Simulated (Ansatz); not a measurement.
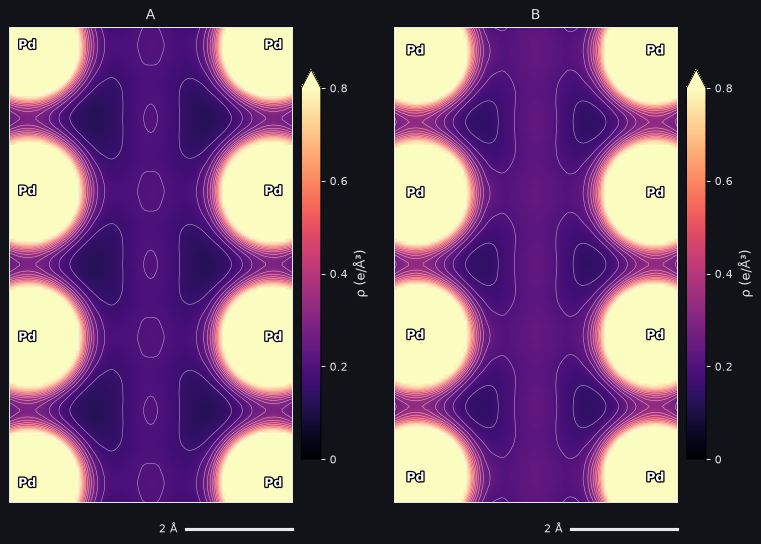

Pd. The valence pseudo-density of two cells that differ in size, on the (100) plane of each (indices in the axes of the calculation cell), at one length scale and on one colour scale: A has 16.9 Å³ an atom and B 15.7.

Theory: DFT, PBE, plane waves (420 eV) with PAW, scalar-relativistic in Ansatz.

What changes from the larger cell to the smaller?

From the larger cell to the smaller, Pd–Pd goes from 2.74 to 2.67 Å, and the density at its midpoint from 0.29 to 0.33 e/Å³; the pressure goes from −10 to 0.2 GPa; the largest moment (Pd) goes from 0.2 to 0.1 μB.
